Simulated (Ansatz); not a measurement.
**Geometry relaxation, with input and output: SnO (part 2 of 2)**

SnO (Pmma, 4 atoms in the cell); DFT PBE, scalar-relativistic, plane waves, PAW, no spin polarisation (Ansatz 0.2.0); cutoff 420 eV, 8×14×12 k-mesh, Gaussian smearing of 0.1 eV. The structure was built on a prototype by a generator; it need not be a known phase. It belongs to a series of runs on one base structure; here: AuCd (B19) type (Pmma, No. 51).

Geometry of the input (Å; fractional positions):
```
5.9050  0.0000  0.0000
0.0000  3.3060  0.0000
0.0000  0.0000  3.7859
Sn 0.7500  0.0000  0.6118
Sn 0.2500  0.0000  0.3882
O  0.7500  0.5000  0.9379
O  0.2500  0.5000  0.0621
```

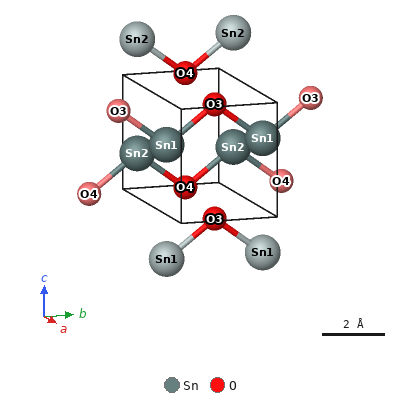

Fig. 1: The geometry at step 3 of the log (ball-and-stick view of the cell of the calculation, seen slightly off an axis; neighbours outside the cell are drawn fainter; atoms are numbered from 1 in the order of the input).

## The program's output, continued
```
SCF iter   1: F=—  HF=-13181.772766 eV  |F-HF|=—  |Δ(HF+E_count)|=         —  Δρ=8.80e-5  dr2=6.28e-7  ethr=6.35e-8  ⟨swp⟩=3.6  Hψ=50767  notcnv=0
preconditioner: auto → Kerker (q_TF=auto, 2.459 Å⁻¹)  [metal: Δε(μ)=0.021 eV  Ē_g=17.558 eV  σ=0.100 eV  W_gap=0.12  n_scr=16 (ndim 8)  ℏωp=27.2 eV  f_vac=0.000  D(μ)=0.51/eV (n_scr^D=2)]
SCF iter   2: F=—  HF=-13181.772740 eV  |F-HF|=—  |Δ(HF+E_count)|=   2.58e-5  Δρ=4.37e-5  dr2=1.23e-7  ethr=1.57e-9  ⟨swp⟩=2.0  Hψ=9754  notcnv=0
SCF iter   3: F=—  HF=-13181.772749 eV  |F-HF|=—  |Δ(HF+E_count)|=   8.77e-6  Δρ=6.91e-6  dr2=6.61e-9  ethr=3.07e-10  ⟨swp⟩=2.0  Hψ=9518  notcnv=0
iter 4 did not close the SCF: its close was put off for the readings that it lacked (scf_convergence_deferred on its scf_iter line)
SCF iter   4: F=-13181.772749 eV  HF=-13181.772749 eV  |F-HF|=4.09e-10  |Δ(HF+E_count)|=   1.56e-7  Δρ=3.31e-7  dr2=4.00e-11  ethr=1.65e-11  ⟨swp⟩=2.0  Hψ=9512  notcnv=0
iter 5 did not close the SCF: its close was put off for the readings that it lacked (scf_convergence_deferred on its scf_iter line)
SCF iter   5: F=-13181.772749 eV  HF=-13181.772749 eV  |F-HF|=5.46e-12  |Δ(HF+E_count)|=  4.18e-10  Δρ=6.48e-8  dr2=4.06e-12  ethr=1.00e-12  ⟨swp⟩=1.0  Hψ=6731  notcnv=0
iter 6 did not close the SCF: its close was put off for the readings that it lacked (scf_convergence_deferred on its scf_iter line)
SCF iter   6: F=-13181.772749 eV  HF=-13181.772749 eV  |F-HF|=0.00e0  |Δ(HF+E_count)|=  3.64e-12  Δρ=2.08e-8  dr2=6.86e-13  ethr=1.00e-12  ⟨swp⟩=1.0  Hψ=6720  notcnv=0
iter 7 did not close the SCF: its close was put off for the readings that it lacked (scf_convergence_deferred on its scf_iter line)
SCF iter   7: F=-13181.772749 eV  HF=-13181.772749 eV  |F-HF|=0.00e0  |Δ(HF+E_count)|=  3.64e-12  Δρ=8.02e-9  dr2=7.25e-14  ethr=1.00e-12  ⟨swp⟩=1.0  Hψ=6720  notcnv=0
SCF iter   8: F=-13181.772749 eV  HF=-13181.772749 eV  |F-HF|=3.64e-12  |Δ(HF+E_count)|=    0.00e0  Δρ=3.32e-9  dr2=9.24e-15  ethr=1.00e-12  ⟨swp⟩=2.9  Hψ=18021  notcnv=0
SCF 6 converged in 8 iterations: F = -13181.772749 eV  dr2 = 9.24e-15
relax step   6: F+E_penalty+E_count = -13181.77274931 eV  Δ(F+E_penalty+E_count) = -1.969e-3 eV  max|allowed force component| = 7.130e-4 eV/Å  Δτ_max = 0.0000 Å  P = +0.028 GPa  Ω = 74.645 Å³  stress off target by 7.63e-2 GPa  SCF on the basis re-selected at this cell (its energy is not comparable with the rows above)  (8 SCF iters)
basis re-selected at this cell: Δ(F+E_penalty+E_count) = -1.969e-3 eV, ΔP = +0.040 GPa vs the last step (what re-selecting the basis moved, of the pressure what is left beyond the Pulay correction that the steps carried, after the strain that the cell walked since its last selection, with what the two solves' SCF thresholds leave and, on support functions, any second-order correction that the steps lacked; it is no measure of the basis error at this ecutwfc). This SCF's stress stands 7.63e-2 GPa from its target on what of the cell is left free (relax.cell.stress_tol is 5.00e-2 GPa) and its largest allowed force component is 7.13e-4 eV/Å (relax.f_tol is 1.00e-2 eV/Å): not within both, so this SCF does not close the relaxation
Crystal: 4 atoms, lattice volume = 74.802 Å³
iter 1 solved again at ethr=9.54e-8 eV; its pass at ethr=3.10e-3 eV (dr2=3.82e-5 eV) is discarded
SCF iter   1: F=—  HF=-13181.772457 eV  |F-HF|=—  |Δ(HF+E_count)|=         —  Δρ=2.89e-4  dr2=3.16e-5  ethr=9.54e-8  ⟨swp⟩=3.1  Hψ=38104  notcnv=0
preconditioner: auto → Kerker (q_TF=auto, 2.458 Å⁻¹)  [metal: Δε(μ)=0.015 eV  Ē_g=17.554 eV  σ=0.100 eV  W_gap=0.08  n_scr=16 (ndim 8)  ℏωp=27.2 eV  f_vac=0.000  D(μ)=0.51/eV (n_scr^D=2)]
SCF iter   2: F=—  HF=-13181.772399 eV  |F-HF|=—  |Δ(HF+E_count)|=   5.79e-5  Δρ=1.48e-4  dr2=9.31e-6  ethr=7.90e-8  ⟨swp⟩=1.5  Hψ=7796  notcnv=0
SCF iter   3: F=—  HF=-13181.772396 eV  |F-HF|=—  |Δ(HF+E_count)|=   2.63e-6  Δρ=2.63e-5  dr2=6.35e-7  ethr=2.33e-8  ⟨swp⟩=2.2  Hψ=12190  notcnv=0
SCF iter   4: F=—  HF=-13181.772396 eV  |F-HF|=—  |Δ(HF+E_count)|=   1.67e-8  Δρ=7.13e-6  dr2=3.79e-8  ethr=1.59e-9  ⟨swp⟩=2.4  Hψ=10310  notcnv=0
iter 5 did not close the SCF: its close was put off for the readings that it lacked (scf_convergence_deferred on its scf_iter line)
SCF iter   5: F=-13181.772396 eV  HF=-13181.772396 eV  |F-HF|=9.80e-10  |Δ(HF+E_count)|=   1.53e-8  Δρ=1.94e-6  dr2=2.69e-9  ethr=9.46e-11  ⟨swp⟩=2.0  Hψ=12073  notcnv=0
SCF iter   6: F=-13181.772396 eV  HF=-13181.772396 eV  |F-HF|=2.66e-10  |Δ(HF+E_count)|=   1.51e-9  Δρ=6.36e-7  dr2=3.41e-10  ethr=6.74e-12  ⟨swp⟩=2.8  Hψ=23868  notcnv=0
SCF 7 converged in 6 iterations: F = -13181.772396 eV  dr2 = 3.41e-10
relax step   7: F+E_penalty+E_count = -13181.77239644 eV  Δ(F+E_penalty+E_count) = +3.529e-4 eV  max|allowed force component| = 1.062e-3 eV/Å  Δτ_max = 0.0028 Å  P = +0.003 GPa  Ω = 74.802 Å³  energy of the carried Pulay correction = -3.841e-4 eV  (6 SCF iters, dr2 threshold 1.46e-8 eV, accepted)
iter 1 solved again at ethr=6.82e-8 eV; its pass at ethr=3.10e-3 eV (dr2=2.73e-5 eV) is discarded
SCF iter   1: F=—  HF=-13181.772831 eV  |F-HF|=—  |Δ(HF+E_count)|=         —  Δρ=1.90e-5  dr2=2.57e-8  ethr=6.82e-8  ⟨swp⟩=3.6  Hψ=50558  notcnv=0
preconditioner: auto → Kerker (q_TF=auto, 2.458 Å⁻¹)  [metal: Δε(μ)=0.016 eV  Ē_g=17.554 eV  σ=0.100 eV  W_gap=0.09  n_scr=16 (ndim 8)  ℏωp=27.2 eV  f_vac=0.000  D(μ)=0.51/eV (n_scr^D=2)]
SCF iter   2: F=—  HF=-13181.772776 eV  |F-HF|=—  |Δ(HF+E_count)|=   5.50e-5  Δρ=9.65e-6  dr2=5.60e-9  ethr=6.42e-11  ⟨swp⟩=3.0  Hψ=13717  notcnv=0
SCF iter   3: F=—  HF=-13181.772776 eV  |F-HF|=—  |Δ(HF+E_count)|=   4.95e-7  Δρ=1.41e-6  dr2=2.88e-10  ethr=1.40e-11  ⟨swp⟩=2.0  Hψ=9523  notcnv=0
iter 4 did not close the SCF: its close was put off for the readings that it lacked (scf_convergence_deferred on its scf_iter line)
SCF iter   4: F=-13181.772776 eV  HF=-13181.772776 eV  |F-HF|=7.28e-12  |Δ(HF+E_count)|=   8.00e-9  Δρ=1.42e-7  dr2=1.55e-11  ethr=1.00e-12  ⟨swp⟩=2.1  Hψ=8676  notcnv=0
iter 5 did not close the SCF: its close was put off for the readings that it lacked (scf_convergence_deferred on its scf_iter line)
SCF iter   5: F=-13181.772776 eV  HF=-13181.772776 eV  |F-HF|=1.27e-11  |Δ(HF+E_count)|=  5.46e-12  Δρ=6.16e-8  dr2=4.52e-12  ethr=1.00e-12  ⟨swp⟩=1.0  Hψ=6720  notcnv=0
iter 6 did not close the SCF: its close was put off for the readings that it lacked (scf_convergence_deferred on its scf_iter line)
SCF iter   6: F=-13181.772776 eV  HF=-13181.772776 eV  |F-HF|=3.64e-12  |Δ(HF+E_count)|=  9.09e-12  Δρ=2.05e-8  dr2=5.26e-13  ethr=1.00e-12  ⟨swp⟩=1.0  Hψ=6720  notcnv=0
iter 7 did not close the SCF: its close was put off for the readings that it lacked (scf_convergence_deferred on its scf_iter line)
SCF iter   7: F=-13181.772776 eV  HF=-13181.772776 eV  |F-HF|=0.00e0  |Δ(HF+E_count)|=    0.00e0  Δρ=6.37e-9  dr2=4.16e-14  ethr=1.00e-12  ⟨swp⟩=1.0  Hψ=6720  notcnv=0
SCF iter   8: F=-13181.772776 eV  HF=-13181.772776 eV  |F-HF|=5.46e-12  |Δ(HF+E_count)|=  1.82e-12  Δρ=2.28e-9  dr2=5.05e-15  ethr=1.00e-12  ⟨swp⟩=2.6  Hψ=16922  notcnv=0
SCF 8 converged in 8 iterations: F = -13181.772776 eV  dr2 = 5.05e-15
relax step   8: F+E_penalty+E_count = -13181.77277631 eV  Δ(F+E_penalty+E_count) = -3.799e-4 eV  max|allowed force component| = 1.086e-3 eV/Å  Δτ_max = 0.0000 Å  P = +0.011 GPa  Ω = 74.802 Å³  stress off target by 1.88e-2 GPa  SCF on the basis re-selected at this cell (its energy is not comparable with the rows above)  (8 SCF iters)
basis re-selected at this cell: Δ(F+E_penalty+E_count) = -3.799e-4 eV, ΔP = +0.008 GPa vs the last step (what re-selecting the basis moved, of the pressure what is left beyond the Pulay correction that the steps carried, after the strain that the cell walked since its last selection, with what the two solves' SCF thresholds leave and, on support functions, any second-order correction that the steps lacked; it is no measure of the basis error at this ecutwfc). This SCF's stress stands 1.88e-2 GPa from its target on what of the cell is left free (relax.cell.stress_tol is 5.00e-2 GPa) and its largest allowed force component is 1.09e-3 eV/Å (relax.f_tol is 1.00e-2 eV/Å): within both
SCF converged after 8 iterations
Free energy (F): -13181.772776 eV
Harris-Foulkes:  -13181.772776 eV  (|F-HF|=5.46e-12)
Internal energy: -13181.770214 eV  (E = F + TS)
E sigma→0 (E₀):  -13181.771495 eV
Entropy (-TS):   -0.002562 eV (-0.640 meV/atom)
Fermi energy:    8.067804 eV
--- Per-component energies (eV) ---
  E_band       = -224.613298
  E_kinetic    = 719.796426
  E_local      = -2575.829303  (includes V_loc(G=0)·N_el)
  E_nonlocal   = 32.844383
  E_hartree    = 1381.273944
  E_xc         = -910.050241
  E_vxc        = -377.059450  (∫ρ·V_xc dr)
  E_paw        = -8591.907953  (= ΣΔE_a)
  E_vpaw       = -786.918005  (= ΣTr[D̂ρ^β])
  E_aug_tail   = 0.004764  (compensation charges beyond the density's cutoff)
  E_ewald      = -3237.902234
  E_smearing   = -0.002562  (= −TS)
  E_closure    = -0.000000  (closes the sum)
  Σ components = -13181.772776   (vs F -13181.772776, Δ=0.00e0)
--- Forces (eV/Å), atoms counted from 1 ---
  atom   1  Sn     0.00000000    -0.00000000     0.00058999
  atom   2  Sn    -0.00000000     0.00000000    -0.00058999
  atom   3  O     -0.00000000     0.00000000     0.00108603
  atom   4  O      0.00000000    -0.00000000    -0.00108603
  max |Σ_I F_I| component: 2.17e-19 eV/Å
--- Stress (GPa, compression-positive) ---
        0.012672       0.000000       0.000000
        0.000000       0.002695      -0.000000
        0.000000      -0.000000       0.018844
  P = ⅓ Tr σ = 0.0114 GPa (0.114 kbar)
--- Band table (eV; the first three rows and the last of 280) ---
  k-point 0: bands = ["-13.3383", "-13.1978", "-12.9658", "-12.9332", "-12.9330", "-12.9311", "-12.9142", "-12.9080", "-12.8956", "-12.8070", "-9.8181", "-9.3484", "1.4317", "3.2071", "4.0167", "4.6242", "4.9726", "5.4612", "6.1147", "6.5152", "8.6604", "13.1067", "13.3680", "15.9518"]
  k-point 1: bands = ["-13.3368", "-13.1970", "-12.9633", "-12.9348", "-12.9337", "-12.9270", "-12.9158", "-12.9083", "-12.8954", "-12.8071", "-9.8050", "-9.3481", "1.3070", "3.2638", "3.8792", "4.6471", "4.9872", "5.4422", "6.4795", "6.4918", "8.6056", "12.5037", "13.7333", "15.8729"]
  k-point 2: bands = ["-13.3324", "-13.1950", "-12.9565", "-12.9387", "-12.9366", "-12.9197", "-12.9158", "-12.9094", "-12.8950", "-12.8072", "-9.7679", "-9.3481", "1.0035", "3.4313", "3.5101", "4.7118", "5.0271", "5.6939", "6.4106", "7.1586", "8.4596", "11.6788", "13.8263", "15.5977"]
  k-point 279: bands = ["-13.4102", "-13.4102", "-13.0063", "-13.0063", "-12.9149", "-12.9149", "-12.8388", "-12.8388", "-12.7897", "-12.7897", "-8.6924", "-8.6924", "1.2383", "1.2383", "3.6206", "3.6206", "5.0054", "5.0054", "6.1282", "6.1282", "12.5187", "12.5187", "12.5571", "12.5571"]
--- Relaxed structure (6 steps of the walk, 5 accepted, 2 SCFs on fresh bases) ---
  F+E_penalty+E_count = -13181.77277631 eV   max|allowed force component| = 1.086e-3 eV/Å   (the final SCF, on the basis selected at the relaxed cell)
  cell:  # Å, volume = 74.8020 Å³
    - [5.936202323610092, 0.0, 0.0]
    - [0.0, 3.3029816354292647, 0.0]
    - [0.0, 0.0, 3.815031245332331]
  atoms:
    - { symbol: Sn, position: [0.7499999999999999, 0.0, 0.6137951322520109] }
    - { symbol: Sn, position: [0.24999999999999997, 0.0, 0.38620486774798896] }
    - { symbol: O, position: [0.7499999999999999, 0.5, 0.9358936112657151] }
    - { symbol: O, position: [0.24999999999999997, 0.5, 0.06410638873428495] }
```

## Trajectory as extended XYZ (Å, eV, eV/Å), 8 frames, from step=1 to step=8
```
4
Lattice="5.9050 0.0000 0.0000 0.0000 3.3060 0.0000 0.0000 0.0000 3.7859" Properties=species:S:1:pos:R:3:forces:R:3 step=1 energy=-13181.77137 pressure_GPa=0.02
Sn    4.4287    0.0000    2.3163    0.0000   0.0000   0.0629
Sn    1.4762    0.0000    1.4696    0.0000   0.0000  -0.0629
O     4.4287    1.6530    3.5508    0.0000   0.0000  -0.0403
O     1.4762    1.6530    0.2351    0.0000   0.0000   0.0403
4
Lattice="5.9682 0.0000 0.0000 0.0000 3.3042 0.0000 0.0000 0.0000 3.7929" Properties=species:S:1:pos:R:3:forces:R:3 step=2 energy=-13181.76378 pressure_GPa=-0.32 accepted=F
Sn    4.4762    0.0000    2.3721    0.0000   0.0000  -0.1029
Sn    1.4921    0.0000    1.4208    0.0000   0.0000   0.1029
O     4.4762    1.6521    3.6043    0.0000   0.0000  -0.0172
O     1.4921    1.6521    0.1887    0.0000   0.0000   0.0172
4
Lattice="5.9418 0.0000 0.0000 0.0000 3.3029 0.0000 0.0000 0.0000 3.7928" Properties=species:S:1:pos:R:3:forces:R:3 step=3 energy=-13181.77117 pressure_GPa=-0.05
Sn    4.4563    0.0000    2.3261    0.0000   0.0000   0.0131
Sn    1.4854    0.0000    1.4667    0.0000   0.0000  -0.0131
O     4.4563    1.6515    3.5593    0.0000   0.0000  -0.0148
O     1.4854    1.6515    0.2335    0.0000   0.0000   0.0148
4
Lattice="5.9391 0.0000 0.0000 0.0000 3.3031 0.0000 0.0000 0.0000 3.7958" Properties=species:S:1:pos:R:3:forces:R:3 step=4 energy=-13181.77115 pressure_GPa=-0.03
Sn    4.4543    0.0000    2.3281    0.0000   0.0000   0.0087
Sn    1.4848    0.0000    1.4677    0.0000   0.0000  -0.0087
O     4.4543    1.6516    3.5602    0.0000   0.0000  -0.0091
O     1.4848    1.6516    0.2356    0.0000   0.0000   0.0091
4
Lattice="5.9322 0.0000 0.0000 0.0000 3.3037 0.0000 0.0000 0.0000 3.8088" Properties=species:S:1:pos:R:3:forces:R:3 step=5 energy=-13181.77078 pressure_GPa=-0.01
Sn    4.4491    0.0000    2.3383    0.0000   0.0000   0.0007
Sn    1.4830    0.0000    1.4705    0.0000   0.0000  -0.0007
O     4.4491    1.6518    3.5674    0.0000   0.0000  -0.0006
O     1.4830    1.6518    0.2414    0.0000   0.0000   0.0006
4
Lattice="5.9322 0.0000 0.0000 0.0000 3.3037 0.0000 0.0000 0.0000 3.8088" Properties=species:S:1:pos:R:3:forces:R:3 step=6 energy=-13181.77275 pressure_GPa=0.03
Sn    4.4491    0.0000    2.3383    0.0000   0.0000   0.0007
Sn    1.4830    0.0000    1.4705    0.0000   0.0000  -0.0007
O     4.4491    1.6518    3.5674    0.0000   0.0000  -0.0006
O     1.4830    1.6518    0.2414    0.0000   0.0000   0.0006
4
Lattice="5.9362 0.0000 0.0000 0.0000 3.3030 0.0000 0.0000 0.0000 3.8150" Properties=species:S:1:pos:R:3:forces:R:3 step=7 energy=-13181.77240 pressure_GPa=0.00
Sn    4.4522    0.0000    2.3416    0.0000   0.0000   0.0006
Sn    1.4841    0.0000    1.4734    0.0000   0.0000  -0.0006
O     4.4522    1.6515    3.5705    0.0000   0.0000   0.0011
O     1.4841    1.6515    0.2446    0.0000   0.0000  -0.0011
4
Lattice="5.9362 0.0000 0.0000 0.0000 3.3030 0.0000 0.0000 0.0000 3.8150" Properties=species:S:1:pos:R:3:forces:R:3 step=8 energy=-13181.77278 pressure_GPa=0.01
Sn    4.4522    0.0000    2.3416    0.0000   0.0000   0.0006
Sn    1.4841    0.0000    1.4734    0.0000   0.0000  -0.0006
O     4.4522    1.6515    3.5705    0.0000   0.0000   0.0011
O     1.4841    1.6515    0.2446    0.0000   0.0000  -0.0011
```

## Summary

- outcome: converged
- space group (tolerance 0.01 Å): Pmma (51)
- electrons treated: 40
- free energy: −13181.7728 eV
- Fermi energy: 8.068 eV
- gap on the k-point mesh: none (metallic)
- pressure: 0.01 GPa
- final volume: 74.80 Å³
- largest force (length of the vector) at the end: 0.001 eV/Å
- final cell: a = 5.936 Å, b = 3.303 Å, c = 3.815 Å, α = 90.00°, β = 90.00°, γ = 90.00°
- hardware: 1 thread of Intel Xeon (Granite Rapids), 192 GiB of memory available, shared host
- wall time: 2 min
- peak memory: 0.68 GiB
